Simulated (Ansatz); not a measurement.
## B3N4: geometry relaxation (part 4 of 4)

The same run, continued: B3N4 (slab, 7 atoms in the cell); DFT PBE+D3(BJ), scalar-relativistic, plane waves, PAW, spin-polarised (Ansatz 0.2.0); cutoff 420 eV, 12×12×1 k-mesh, Gaussian smearing of 0.05 eV, collinear spins. The structure derives from a Materials Project entry. The input holds or restrains some coordinates. Forces given for the steps count only the free coordinates. It belongs to a series of runs on one base structure; here: N put at a top B site.

Geometry of the input (Å; fractional positions):
```
2.5052  0.0000  0.0000
1.2501  2.1710  0.0000
0.0000  0.0000  25.6790
B  0.4999  0.4999  0.3310
N  0.8334  0.8334  0.3310
B  0.9999  0.9999  0.4611
N  0.3334  0.3334  0.4611
B  0.4999  0.4999  0.5911
N  0.8334  0.8334  0.5911
N  0.4999  0.4999  0.6519
```

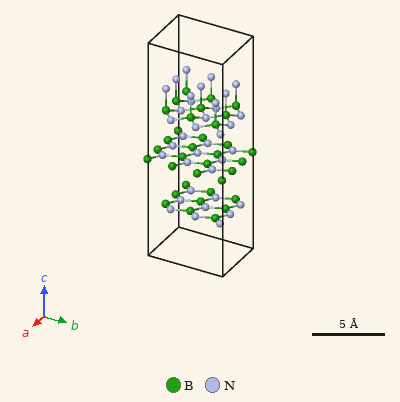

The geometry at step 5 of the log (ball-and-stick view of the 3 × 3 repeat of the cell, with the vacuum cut short, seen slightly off an axis).

What the program printed, continued:
```
  k-point 0 ↑: bands = ["-20.6928", "-19.6063", "-19.4629", "-16.0542", "-7.8645", "-7.2036", "-6.3842", "-3.2530", "-3.2282", "-3.2175", "-3.2049", "-3.1933", "-3.1732", "-1.8178", "0.7730", "0.7756", "3.1119", "4.5096", "5.3208", "6.2874", "6.6064", "7.8018", "8.2907"]
  k-point 1 ↑: bands = ["-20.5471", "-19.4720", "-19.3308", "-15.9370", "-7.6943", "-7.0424", "-6.2245", "-3.9076", "-3.8051", "-3.7614", "-3.4923", "-3.4684", "-3.4328", "-1.6747", "0.4244", "0.7162", "3.3367", "4.7332", "5.5249", "6.4894", "6.8119", "7.9879", "8.3519"]
  k-point 2 ↑: bands = ["-20.1160", "-19.0765", "-18.9417", "-15.6047", "-7.2030", "-6.5700", "-5.7809", "-5.4153", "-5.2091", "-5.1605", "-4.1217", "-4.0989", "-4.0539", "-1.7698", "-0.3211", "0.5366", "3.9807", "5.3713", "6.0535", "7.0818", "7.3707", "8.1067", "8.5567"]
  k-point 42 ↓: bands = ["-16.8631", "-16.4828", "-16.4161", "-14.6511", "-10.8110", "-10.7169", "-10.2542", "-6.0569", "-6.0130", "-5.9146", "-5.6615", "-3.6485", "-3.0266", "-2.6118", "-1.3666", "-0.2111", "2.6147", "3.4021", "6.5418", "7.8398", "7.9931", "10.5678", "10.8629"]
--- Relaxed structure (9 steps of the walk, 9 accepted, 0 SCFs on fresh bases) ---
  F+E_penalty+E_count = -2007.00726277 eV   max|allowed force component| = 1.926e-2 eV/Å
  atoms:
    - { symbol: B, position: [0.49989312629999993, 0.49989312629999993, 0.3310102346] }
    - { symbol: N, position: [0.8334068836999999, 0.8334068837, 0.3310102346] }
    - { symbol: B, position: [0.875549928968476, 0.8755499289684767, 0.4615263472677988] }
    - { symbol: N, position: [0.20897031890390833, 0.20897031890390821, 0.4611500844382557] }
    - { symbol: B, position: [0.5571236563358919, 0.5571236563358919, 0.5892839068946536] }
    - { symbol: N, position: [0.8905728955173633, 0.8905728955173632, 0.5765965364029221] }
    - { symbol: N, position: [0.5564166693121209, 0.5564166693121212, 0.6494805496964621] }
--- Löwdin populations: 7 sites ---
  site symbol       q [e]    m [muB]
     0      B      2.5899    -0.0000
     1      N      5.3422     0.0001
     2      B      2.6111    -0.0006
     3      N      5.3286     0.0041
     4      B      2.7278    -0.0116
     5      N      5.1668     0.1285
     6      N      5.0238     0.0528
  spilling = 0.007235 (of n_electrons = 29.000000)
```

File populations.tsv:
```
# site	symbol	l	j	q_up	q_dn
# orbitals = lowdin
# n_electrons = 29.000000
# spilling = 0.007235
0	B	0_2S	-	0.312401	0.312404
0	B	1_2P	-	0.982531	0.982539
1	N	0_2S	-	0.577711	0.577709
1	N	1_2P	-	2.093444	2.093369
2	B	0_2S	-	0.312954	0.313040
2	B	1_2P	-	0.992265	0.992798
3	N	0_2S	-	0.576340	0.576171
3	N	1_2P	-	2.090017	2.086072
4	B	0_2S	-	0.304884	0.307159
4	B	1_2P	-	1.053249	1.062544
5	N	0_2S	-	0.621660	0.617756
5	N	1_2P	-	2.025980	1.901395
6	N	0_2S	-	0.878774	0.879498
6	N	1_2P	-	1.659516	1.605991
```

Trajectory as extended XYZ (Å, eV, eV/Å), 9 frames, from step=1 to step=9:
```
7
Lattice="2.5052 0.0000 0.0000 1.2501 2.1710 0.0000 0.0000 0.0000 25.6790" Properties=species:S:1:pos:R:3:forces:R:3 step=1 energy=-2006.23020
B     1.8772    1.0853    8.5000    0.0068   0.0039   0.0151
N     3.1297    1.8093    8.5000   -0.0067  -0.0039  -0.0212
B     3.7549    2.1708   11.8395    0.0016   0.0009   0.0251
N     1.2520    0.7238   11.8395   -0.0052  -0.0030  -0.0014
B     1.8772    1.0853   15.1790    0.0021   0.0012   2.6377
N     3.1297    1.8093   15.1790    0.0025   0.0014  -4.7189
N     1.8772    1.0853   16.7390   -0.0011  -0.0006   2.0636
7
Lattice="2.5052 0.0000 0.0000 1.2501 2.1710 0.0000 0.0000 0.0000 25.6790" Properties=species:S:1:pos:R:3:forces:R:3 step=2 energy=-2006.80774
B     1.8772    1.0853    8.5000    0.0086   0.0050   0.0261
N     3.1297    1.8093    8.5000   -0.0082  -0.0047  -0.0033
B     3.7367    2.1603   11.9590   -0.0045  -0.0026  -0.0105
N     1.2338    0.7133   11.9577   -0.0072  -0.0042  -0.0683
B     1.8891    1.0921   15.1684    0.0007   0.0004   1.7598
N     3.1415    1.8162   15.0096    0.0085   0.0049  -2.3090
N     1.8890    1.0921   16.7433    0.0021   0.0012   0.6046
7
Lattice="2.5052 0.0000 0.0000 1.2501 2.1710 0.0000 0.0000 0.0000 25.6790" Properties=species:S:1:pos:R:3:forces:R:3 step=3 energy=-2006.92650
B     1.8772    1.0853    8.5000    0.0072   0.0042   0.0197
N     3.1297    1.8093    8.5000   -0.0057  -0.0033  -0.0153
B     3.6944    2.1358   11.8739   -0.0099  -0.0057   0.0629
N     1.1914    0.6887   11.8719   -0.0040  -0.0023  -0.0360
B     1.9163    1.1078   15.3328    0.0021   0.0012  -1.8389
N     3.1687    1.8319   14.9625    0.0103   0.0060   0.2319
N     1.9164    1.1079   16.7888   -0.0001  -0.0001   1.5760
7
Lattice="2.5052 0.0000 0.0000 1.2501 2.1710 0.0000 0.0000 0.0000 25.6790" Properties=species:S:1:pos:R:3:forces:R:3 step=4 energy=-2006.98547
B     1.8772    1.0853    8.5000    0.0040   0.0023  -0.0018
N     3.1297    1.8093    8.5000    0.0010   0.0006  -0.0448
B     3.6196    2.0925   11.7311   -0.0021  -0.0012  -0.0179
N     1.1166    0.6455   11.7231   -0.0099  -0.0057   0.1220
B     1.9619    1.1342   15.3157    0.0131   0.0076   0.0451
N     3.2145    1.8584   14.9912   -0.0060  -0.0035   0.1147
N     1.9612    1.1338   16.8767   -0.0001  -0.0001  -0.2173
7
Lattice="2.5052 0.0000 0.0000 1.2501 2.1710 0.0000 0.0000 0.0000 25.6790" Properties=species:S:1:pos:R:3:forces:R:3 step=5 energy=-2006.99197
B     1.8772    1.0853    8.5000    0.0051   0.0030   0.0068
N     3.1297    1.8093    8.5000    0.0000   0.0000  -0.0323
B     3.5950    2.0783   11.7747   -0.0042  -0.0025   0.1009
N     1.0920    0.6313   11.7754   -0.0087  -0.0050  -0.0260
B     1.9716    1.1398   15.3052    0.0060   0.0035   0.0492
N     3.2241    1.8639   14.9839    0.0006   0.0003   0.0353
N     1.9706    1.1392   16.8613    0.0013   0.0007  -0.1338
7
Lattice="2.5052 0.0000 0.0000 1.2501 2.1710 0.0000 0.0000 0.0000 25.6790" Properties=species:S:1:pos:R:3:forces:R:3 step=6 energy=-2007.00243
B     1.8772    1.0853    8.5000    0.0087   0.0050   0.0242
N     3.1297    1.8093    8.5000   -0.0044  -0.0025  -0.0035
B     3.5011    2.0241   11.9366   -0.0094  -0.0054  -0.0011
N     0.9981    0.5770   11.9278   -0.0094  -0.0054  -0.0213
B     2.0120    1.1632   15.2103    0.0014   0.0008   0.0509
N     3.2644    1.8872   14.8880    0.0129   0.0074  -0.0229
N     2.0104    1.1623   16.7594    0.0003   0.0002  -0.0262
7
Lattice="2.5052 0.0000 0.0000 1.2501 2.1710 0.0000 0.0000 0.0000 25.6790" Properties=species:S:1:pos:R:3:forces:R:3 step=7 energy=-2007.00543
B     1.8772    1.0853    8.5000    0.0095   0.0055   0.0238
N     3.1297    1.8093    8.5000   -0.0047  -0.0027  -0.0033
B     3.3906    1.9602   11.9235   -0.0045  -0.0026   0.0482
N     0.8875    0.5131   11.9173   -0.0054  -0.0031  -0.0714
B     2.0655    1.1941   15.1786    0.0039   0.0023  -0.0111
N     3.3179    1.9182   14.8550   -0.0007  -0.0004  -0.0389
N     2.0627    1.1925   16.7217    0.0019   0.0011   0.0527
7
Lattice="2.5052 0.0000 0.0000 1.2501 2.1710 0.0000 0.0000 0.0000 25.6790" Properties=species:S:1:pos:R:3:forces:R:3 step=8 energy=-2007.00696
B     1.8772    1.0853    8.5000    0.0106   0.0061   0.0203
N     3.1297    1.8093    8.5000   -0.0063  -0.0037  -0.0074
B     3.2805    1.8965   11.8807    0.0012   0.0007   0.0067
N     0.7773    0.4493   11.8713    0.0007   0.0004  -0.0187
B     2.1078    1.2186   15.1401    0.0001   0.0000  -0.0282
N     3.3601    1.9425   14.8140   -0.0094  -0.0054   0.0028
N     2.1044    1.2166   16.6843    0.0031   0.0018   0.0245
7
Lattice="2.5052 0.0000 0.0000 1.2501 2.1710 0.0000 0.0000 0.0000 25.6790" Properties=species:S:1:pos:R:3:forces:R:3 step=9 energy=-2007.00726
B     1.8772    1.0853    8.5000    0.0102   0.0059   0.0172
N     3.1297    1.8093    8.5000   -0.0054  -0.0031  -0.0117
B     3.2879    1.9008   11.8515    0.0002   0.0001   0.0013
N     0.7847    0.4537   11.8419   -0.0008  -0.0005   0.0022
B     2.0922    1.2095   15.1322   -0.0026  -0.0015  -0.0193
N     3.3443    1.9334   14.8064   -0.0035  -0.0020   0.0095
N     2.0895    1.2080   16.6780    0.0019   0.0011   0.0007
```

Summary:

```tsv
quantity	value
outcome	converged under the restraints of the input
electrons treated	29
free energy	−2007.0073 eV
work function, top face	7.79 eV
work function, bottom face	5.12 eV
Fermi energy	−1.194 eV
gap on the k-point mesh	none (metallic)
net moment of the cell	0.17 μB
integrated absolute moment	0.19 μB
final volume	139.66 Å³
work function (upper face)	7.79 eV
largest force (length of the vector) at the end, held atoms and coordinates included	0.021 eV/Å
hardware	1 thread of Arm Neoverse V2, 24 GiB of memory available, shared host
wall time	7.2 min
peak memory	0.51 GiB
```

Notes:

Warnings of the run: some starting moments were not kept.
